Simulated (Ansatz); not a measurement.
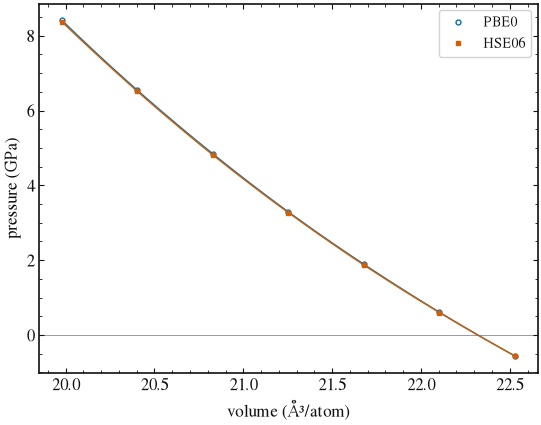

The plot gives the computed pressure against volume, with one curve for each functional, for BeTe (space group F-43m).

Method: plane-wave DFT, no spin polarisation; energies at scaled volumes of the given cell, shape and fractions fixed, counted from the fit's minimum, third-order Birch-Murnaghan fit (Ansatz 0.2.0). All runs: no spin polarisation.

- k mesh: 6×6×6
- occupations: Fermi–Dirac
- smearing width: 0.05 eV
- potentials: Ansatz PAW
- wave cutoff: 420 eV
- density cutoff: 1680 eV

### For PBE0: read off the course of the pressure.

It falls from 8.41 GPa at volume 19.98 Å³/atom to −0.56 GPa at 22.53 Å³/atom, and changes sign near 22.33 Å³/atom.

### For HSE06: read off the course of the pressure.

It falls from 8.37 GPa at volume 19.98 Å³/atom to −0.56 GPa at 22.53 Å³/atom, and changes sign near 22.32 Å³/atom.
